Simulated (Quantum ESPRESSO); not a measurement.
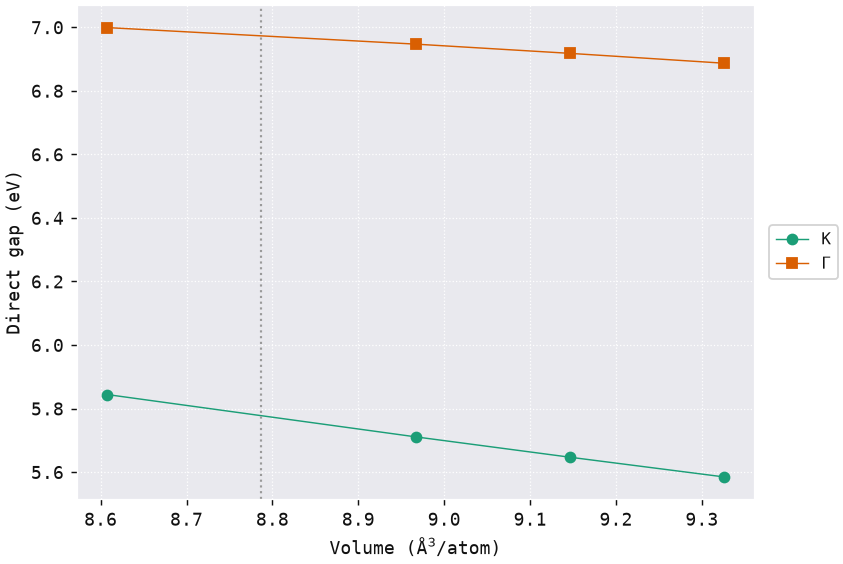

Direct gap at each named k point. One run is left out (dotted line).

System: layered hexagonal BN, space group P6_3/mmc, 4 atoms in the cell. The cell is scaled at fixed shape and fractional positions. At 8.97 Å³/atom, a = 2.498 Å, c = 6.636 Å (hexagonal axes). Method: r2SCAN, SG15 PBE 1.2, no spin polarisation, no spin-orbit coupling, 9×9×3 k mesh, 1197 eV cutoff (Quantum ESPRESSO 7.5).

| volume | K (eV) | Γ (eV) |
| --- | --- | --- |
| 8.61 Å³/atom | 5.84 | 7.00 |
| 8.97 Å³/atom | 5.71 | 6.95 |
| 9.15 Å³/atom | 5.65 | 6.92 |
| 9.33 Å³/atom | 5.59 | 6.89 |

### Fill in the row for 8.79 Å³/atom.

Fits through the other points against the logarithm of the volume give 5.78 eV at K and 6.97 eV at Γ (straight lines). The run itself gives 5.78 and 6.97 eV, within 0.01 eV of the estimates.

### What are the deformation potentials dE/d ln V?

Straight lines against ln V have slopes of −3.2 eV at K and −1.4 eV at Γ.

The smallest gap over all k points computed is 5.15, 5.12, 5.09, 5.06 and 5.03 eV in turn; it lies up to 0.69 eV under the lowest value plotted. The potentials were made for another functional. LDA, GGA and most meta-GGA functionals understate gaps. A mesh with an odd division misses points of the zone boundary, where a smaller gap can lie.
